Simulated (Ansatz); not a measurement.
## Geometry relaxation of HfN (part 2 of 2)

The same run, continued: HfN (4 atoms in the cell); DFT r2SCAN, scalar-relativistic, plane waves, PAW, no spin polarisation (Ansatz 0.2.0); cutoff 500 eV, 18×18×8 k-mesh, Gaussian smearing of 0.1 eV. The structure derives from a Materials Project entry.

```
basis re-selected at this cell: Δ(F+E_penalty+E_count) = -1.034e-4 eV, ΔP = -0.001 GPa vs the last step (what re-selecting the basis moved, of the pressure what is left beyond the Pulay correction that the steps carried, after the strain that the cell walked since its last selection, with what the two solves' SCF thresholds leave and, on support functions, any second-order correction that the steps lacked; it is no measure of the basis error at this ecutwfc). This SCF's stress stands 4.57e-2 GPa from its target on what of the cell is left free (relax.cell.stress_tol is 5.00e-2 GPa) and its largest allowed force component is 3.47e-17 eV/Å (relax.f_tol is 5.00e-3 eV/Å): within both
SCF converged after 5 iterations
Free energy (F): -32243.220720 eV
Harris-Foulkes:  -32243.220720 eV  (|F-HF|=6.18e-11)
Internal energy: -32243.218231 eV  (E = F + TS)
E sigma→0 (E₀):  -32243.219476 eV
Entropy (-TS):   -0.002489 eV (-0.622 meV/atom)
Fermi energy:    23.287536 eV
--- Per-component energies (eV) ---
  E_band       = 310.986759
  E_kinetic    = 1115.041919
  E_local      = -9491.909935  (includes V_loc(G=0)·N_el)
  E_nonlocal   = -2406.457386
  E_hartree    = 4505.746192
  E_xc         = -689.399844
  E_vxc        = -760.092266  (∫ρ·V_xc dr)
  E_paw        = -14161.661394  (= ΣΔE_a)
  E_vpaw       = 2804.509408  (= ΣTr[D̂ρ^β])
  E_aug_tail   = 0.000034  (compensation charges beyond the density's cutoff)
  E_vtau       = 38.402764  (kinetic-family band-sum trace: ∫τ·v_τ [+ j·A + Jᵃ·Aᵃ] dr)
  E_ewald      = -11115.161732
  E_core_change = 0.583914  (= ΣΔE_core)
  E_smearing   = -0.002489  (= −TS)
  E_closure    = -0.000000  (closes the sum)
  Σ components = -32243.220720   (vs F -32243.220720, Δ=0.00e0)
--- Forces (eV/Å), atoms counted from 1 ---
  atom   1  Hf     0.00000000    -0.00000000     0.00000000
  atom   2  Hf    -0.00000000     0.00000000    -0.00000000
  atom   3  N     -0.00000000     0.00000000    -0.00000000
  atom   4  N      0.00000000     0.00000000     0.00000000
  max |Σ_I F_I| component: 9.25e-18 eV/Å
--- Stress (GPa, compression-positive) ---
       -0.029331      -0.000000      -0.000000
        0.000000      -0.029331       0.000000
       -0.000000       0.000000      -0.045720
  P = ⅓ Tr σ = -0.0348 GPa (-0.348 kbar)
--- Band table (eV; the first three rows and the last of 185) ---
  k-point 0: bands = ["-40.9971", "-40.9490", "-9.6805", "-8.8307", "-8.7258", "-8.7258", "-8.6702", "-8.6702", "5.0911", "7.8836", "10.5909", "10.6010", "10.6065", "10.6065", "10.6603", "10.6690", "10.6690", "10.6705", "10.6705", "10.6863", "10.6863", "10.7431", "10.7450", "10.7559", "14.3937", "18.2631", "18.2631", "19.4720", "19.4720", "21.3445", "22.8406", "24.1413", "24.1413", "24.4562", "25.3169", "25.3169", "25.3565", "29.1224"]
  k-point 1: bands = ["-40.9953", "-40.9508", "-9.6507", "-8.8660", "-8.7237", "-8.7237", "-8.6723", "-8.6723", "5.1793", "7.7417", "10.5930", "10.6047", "10.6068", "10.6068", "10.6606", "10.6613", "10.6613", "10.6721", "10.6721", "10.6927", "10.6927", "10.7422", "10.7432", "10.7450", "14.6087", "18.2820", "18.2820", "19.3800", "19.3800", "20.6434", "23.3778", "24.3383", "24.3383", "24.6437", "25.3813", "25.4577", "25.4577", "28.9313"]
  k-point 2: bands = ["-40.9901", "-40.9561", "-9.5649", "-8.9650", "-8.7177", "-8.7177", "-8.6784", "-8.6784", "5.4344", "7.3657", "10.5990", "10.6084", "10.6084", "10.6128", "10.6466", "10.6466", "10.6612", "10.6799", "10.6799", "10.6993", "10.6993", "10.7127", "10.7434", "10.7448", "15.1989", "18.3445", "18.3445", "19.1539", "19.1539", "19.4658", "24.1002", "24.8690", "24.8690", "25.1458", "25.4322", "25.8566", "25.8566", "28.4192"]
  k-point 184: bands = ["-40.9154", "-40.9154", "-9.3464", "-9.3464", "-9.3062", "-9.3062", "-8.9059", "-8.9059", "7.0847", "7.0847", "10.6478", "10.6478", "10.6532", "10.6532", "10.6618", "10.6618", "10.6734", "10.6734", "10.6774", "10.6774", "10.7147", "10.7147", "10.7496", "10.7496", "15.8106", "15.8106", "18.0393", "18.0393", "18.5587", "18.5587", "23.7746", "23.7746", "26.4581", "26.4581", "29.3583", "29.3583", "29.5503", "29.5503"]
--- Relaxed structure (3 steps of the walk, 2 accepted, 1 SCFs on fresh bases) ---
  F+E_penalty+E_count = -32243.22071996 eV   max|allowed force component| = 3.469e-17 eV/Å   (the final SCF, on the basis selected at the relaxed cell)
  cell:  # Å, volume = 46.4513 Å³
    - [3.144301083473899, 2.8963192273393245e-11, 0.0]
    - [-1.5721505417620327, 2.72304461542085, 0.0]
    - [0.0, 0.0, 5.425244967140192]
  atoms:
    - { symbol: Hf, position: [0.6666666666666666, 0.33333333333333326, 0.7500000000000002] }
    - { symbol: Hf, position: [0.33333333333333326, 0.6666666666666666, 0.25000000000000006] }
    - { symbol: N, position: [2.1081176503383435e-35, -3.5296021130324395e-35, 0.0] }
    - { symbol: N, position: [2.364178391287906e-35, -3.529602113035163e-35, 0.5000000000000001] }
```

**Trajectory as extended XYZ (Å, eV, eV/Å), 4 frames, from step=1 to step=4**
```
4
Lattice="3.1339 0.0000 0.0000 -1.5670 2.7140 0.0000 0.0000 0.0000 5.4168" Properties=species:S:1:pos:R:3:forces:R:3 step=1 energy=-32243.21796 pressure_GPa=2.27
Hf    1.5670    0.9047    4.0626    0.0000   0.0000   0.0000
Hf    0.0000    1.8094    1.3542    0.0000   0.0000   0.0000
N     0.0000    0.0000    0.0000    0.0000   0.0000   0.0000
N     0.0000    0.0000    2.7084    0.0000   0.0000   0.0000
4
Lattice="3.1574 0.0000 0.0000 -1.5787 2.7344 0.0000 0.0000 0.0000 5.4070" Properties=species:S:1:pos:R:3:forces:R:3 step=2 energy=-32243.21696 pressure_GPa=-1.39 accepted=F
Hf    1.5787    0.9115    4.0553    0.0000   0.0000   0.0000
Hf    0.0000    1.8229    1.3518    0.0000   0.0000   0.0000
N     0.0000    0.0000    0.0000    0.0000   0.0000   0.0000
N     0.0000    0.0000    2.7035    0.0000   0.0000   0.0000
4
Lattice="3.1443 0.0000 0.0000 -1.5722 2.7230 0.0000 0.0000 0.0000 5.4252" Properties=species:S:1:pos:R:3:forces:R:3 step=3 energy=-32243.22062 pressure_GPa=-0.03
Hf    1.5722    0.9077    4.0689    0.0000   0.0000   0.0000
Hf    0.0000    1.8154    1.3563    0.0000   0.0000   0.0000
N     0.0000    0.0000    0.0000    0.0000   0.0000   0.0000
N     0.0000    0.0000    2.7126    0.0000   0.0000   0.0000
4
Lattice="3.1443 0.0000 0.0000 -1.5722 2.7230 0.0000 0.0000 0.0000 5.4252" Properties=species:S:1:pos:R:3:forces:R:3 step=4 energy=-32243.22072 pressure_GPa=-0.03
Hf    1.5722    0.9077    4.0689    0.0000   0.0000   0.0000
Hf    0.0000    1.8154    1.3563    0.0000   0.0000   0.0000
N     0.0000    0.0000    0.0000    0.0000   0.0000   0.0000
N     0.0000    0.0000    2.7126    0.0000   0.0000   0.0000
```

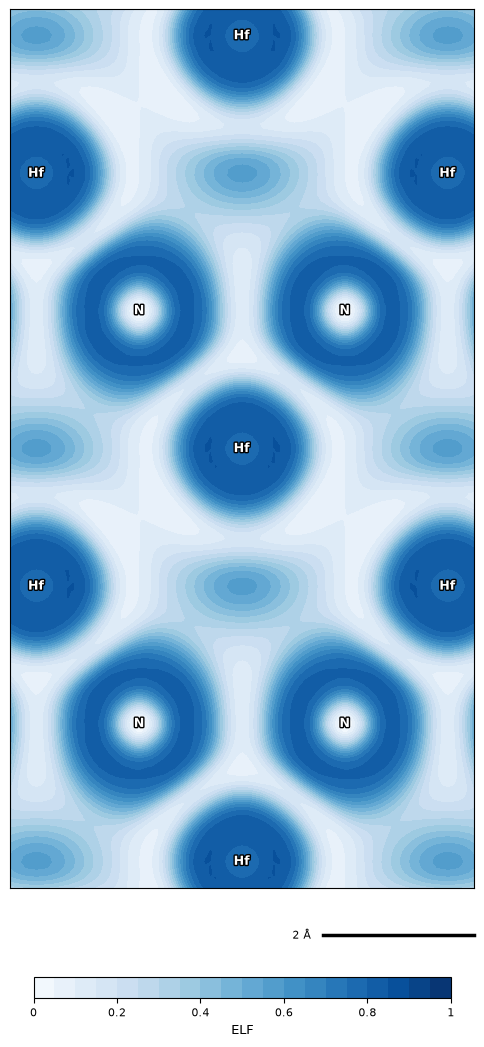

*Electron localisation function on the (110) plane of the conventional cell.*

Atoms in the plane: Hf and N. Hf–N (2.27 Å): the ELF is about 0.15 at the midpoint; a polar contact without a shared pair, in a metal. The ELF has a maximum of about 0.55 in the space between the atoms. The strong features right at Hf lie inside the PAW spheres (semicore, d or f shells) and say nothing about bonding. The fields are those of the smooth PAW valence density.

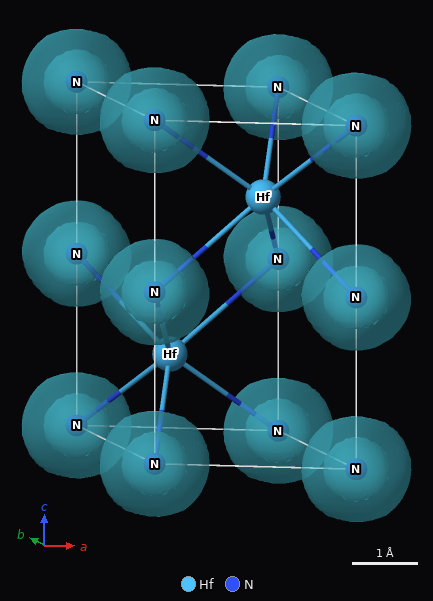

*Isosurface of the electron localisation function at 0.75 (cyan), seen slightly off an axis. Core shells and regions of very low density are left out. Sticks mark near contacts. The outline is the cell set on symmetry axes.*

Profiles from the grid: Hf–N (2.27 Å): the ELF is about 0.15 at the midpoint (no shared pair; the contact is polar). Hf–Hf (3.14 Å): the ELF is about 0.15 at the midpoint (no shared electron pair).

The run was set up as follows.

**Input file**
```yaml
crystal:
  lattice:
    - [3.1339080219, 0.0, 0.0]
    - [-1.566954011, 2.7140439601, 0.0]
    - [0.0, 0.0, 5.41676772]
  atoms:
    - { symbol: Hf, position: [0.66666667, 0.33333333, 0.75] }
    - { symbol: Hf, position: [0.33333333, 0.66666667, 0.25] }
    - { symbol: "N", position: [0.0, 0.0, 0.0] }
    - { symbol: "N", position: [0.0, 0.0, 0.5] }
basis:
  ecutwfc: 500
kpoints:
  mp_grid: { grid: [18, 18, 8] }
hamiltonian:
  xc: r2scan
scf:
  occupations: { method: gaussian, width: 0.1 }
output:
  forces: true
  stress: true
  eigenvalues: true
  write_density: true
  write_potential: true
  elf: true
  volumetric_format: npy
relax:
  adjacent_minimum: "off"
  f_tol: 0.005
  max_steps: 80
  cell: { stress_tol: 0.05 }
```

Command:
```bash
ansatz run input.yaml --threads 1 --pin off --max-ram 2560MiB --backend cpu --events-out ev --progress --plain --runs-dir out
```

**Results in brief**

- outcome: converged
- space group (tolerance 0.01 Å): P6₃/mmc (194)
- electrons treated: 62
- free energy: −32243.2207 eV
- Fermi energy: 23.288 eV
- gap on the k-point mesh: none (metallic)
- pressure: −0.03 GPa
- final volume: 46.45 Å³
- largest force (length of the vector) at the end: under 0.001 eV/Å
- final cell: a = 3.144 Å, b = 3.144 Å, c = 5.425 Å, α = 90.00°, β = 90.00°, γ = 120.00°
- hardware: 1 thread of AMD EPYC (Zen 3), 189 GiB of memory available, shared host
- wall time: 4.5 min
- peak memory: 0.71 GiB

Spin–orbit coupling is left out, which matters for Hf.
